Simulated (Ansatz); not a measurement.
# Geometry relaxation, with input and output: Si$_{5}$C$_{4}$ (part 1 of 4)

- system: Si$_{5}$C$_{4}$ (slab, 9 atoms in the cell)
- method: DFT PBE, scalar-relativistic, plane waves, PAW, PAW set soft_1, spin-polarised (Ansatz 0.2.0)

The structure derives from an entry of the Crystallography Open Database. The input holds or restrains some coordinates. Figures and captions count atoms from 1; the log counts them from 0 in places.

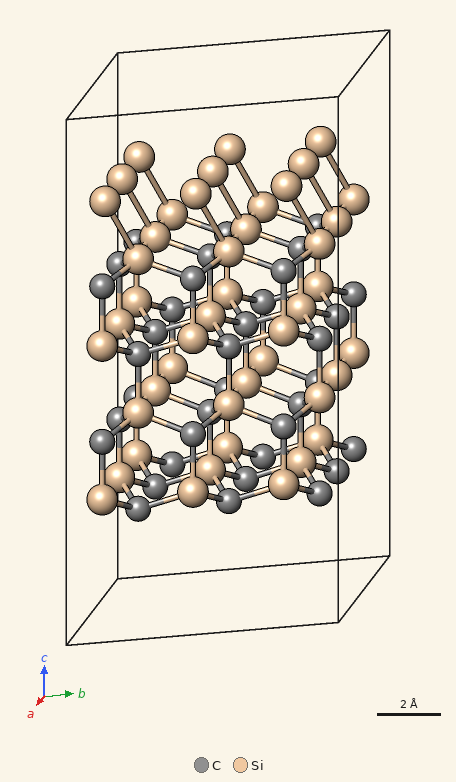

Fig. 1: The input geometry (ball-and-stick view of the 3 × 3 repeat of the cell, with the vacuum cut short, seen slightly off an axis).

## Input file
```yaml
crystal:
  lattice:
    - [3.0920147376, 0.0, 0.0]
    - [-1.5460073688, 2.6777633116, 0.0]
    - [0.0, 0.0, 23.7337369325]
  atoms:
    - { symbol: C, position: [0.3333333333, 0.6666666667, 0.1685364598] }
    - { symbol: Si, position: [0.6666666667, 0.3333333333, 0.1950726408] }
    - { symbol: C, position: [0.6666666667, 0.3333333333, 0.2754269373] }
    - { symbol: Si, position: [0.3333333333, 0.6666666667, 0.3019631184] }
    - { symbol: C, position: [0.3333333333, 0.6666666667, 0.3835939576] }
    - { symbol: Si, position: [0.6666666667, 0.3333333333, 0.4085742396] }
    - { symbol: C, position: [0.6666666667, 0.3333333333, 0.4915758428] }
    - { symbol: Si, position: [0.3333333333, 0.6666666667, 0.5154576781] }
    - { symbol: Si, position: [0.5, 1.3333333333, 0.6044823999], spin: 2.0 }
basis:
  ecutwfc: 420
kpoints:
  mp_grid: { grid: [9, 9, 1] }
hamiltonian:
  xc: pbe
  pseudopotentials: { kind: paw, azcp: { folder: soft_1 } }
scf:
  occupations: { method: gaussian, width: 0.05 }
output:
  forces: true
  eigenvalues: true
  populations: true
  write_density: true
  write_potential: true
  elf: true
  volumetric_format: npy
magnetization:
  spin_polarized: true
relax:
  adjacent_minimum: "off"
  f_tol: 0.025
  max_steps: 16
  constraints: [{ sites: [0, 1, 2, 3, 4, 5, 6, 7] }, { sites: [8], fix: xy }]
efield:
  axis: 3
  dipole_correction: true
  ramp_width: 0.04
```

Launched with:
```bash
ansatz run input.yaml --threads 1 --pin off --max-ram 3072MiB --backend cpu --events-out ev --progress --plain --runs-dir out
```

## The program's output
```
Engine: ansatz 0.2.0, x86_64-unknown-linux-gnu
Pseudopotentials: kind: paw
Pseudopotential: C, paw, valence charge 4, recommended cutoff 420 eV (normal), [file]
Pseudopotential: Si, paw, valence charge 4, recommended cutoff 420 eV (normal), [file]
Functional definition: PBE
  parameter kappa = 0.804
  parameter beta = 0.06672455060314922
  exchange = pbe_x(kappa = kappa, mu = beta*pi^2/3)
  correlation = pbe_c(beta = beta)
Crystal: 9 atoms, lattice volume = 196.508 Å³
Basis set: ecut = 420 eV, 3799 PW (Γ), exchange–correlation on 48×48×320 points (8 copies of the dense FFT grid, shifted against one another)
Bands: 28, of which v1, the nominal top of the filled ones, is band 18 counted from 1 (17 counted from 0)
Symmetry: 1 space group operations
k-points: 41 of 81 (time reversal used)
Non-local potential: C, projectors of the file, l = 0: 2, l = 1: 2, l = 2: 1
Non-local potential: Si, projectors of the file, l = 0: 2, l = 1: 2, l = 2: 1
PAW form: soft (Blöchl's): semilocal exchange-correlation on the pseudo side does not see the compensation charge
PAW one-centre angular grid: C, 110 points (default); XC on 64 Gauss nodes
PAW one-centre angular grid: Si, 110 points (default); XC on 64 Gauss nodes
Initial density: superposition of atomic densities (neutral atoms: chi_scale 0, normalization atom)
Starting moments: Σ|m| = 2 μB on 1 of 9 sites
Initial wavefunctions: pseudopotential atomic-orbital guess
Functional: x = pbe(κ = 0.804, μ = 0.2195149727645171), c = pbe(β = 0.06672455060314922)
```
